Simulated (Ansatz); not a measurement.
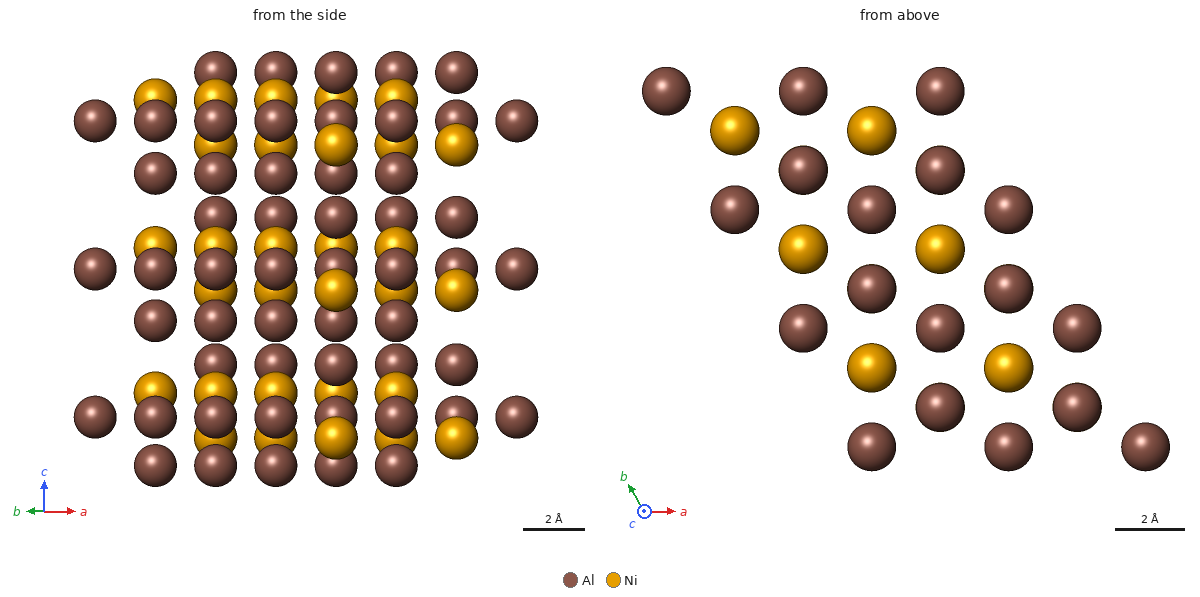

A spheres-only picture of a periodic slab, seen from the side and from above. The surface normal points up in side views; the vacuum is left out. 2×3 cells are drawn in the plane, with atoms at the edges repeated.

The cell holds 9 Al, 6 Ni. The slab was cut from bulk Al3Ni2 (P-3m1).

> Which atoms form the outer planes?

The top face ends in Al, the bottom face in Al. The two faces are alike.

> Give the thickness from the bottom atom to the top atom.

About 13 Å from the lowest to the highest atom.

> On which plane does the slab lie?

(0 0 1).

The calculation used DFT PBEsol, scalar-relativistic, plane waves, PAW (Ansatz), with plane waves up to 420 eV, k-grid 9×9×1, Gaussian smearing of 0.1 eV, no spin polarisation (a spin-restricted run, not always the ground state).

> What is the work function on either side?

4.36 eV on both faces.

It goes back to a structure listed in the Materials Project, from which a slab was cut. The atoms were relaxed in a fixed cell with DFT PBEsol, scalar-relativistic, plane waves, PAW (Ansatz).
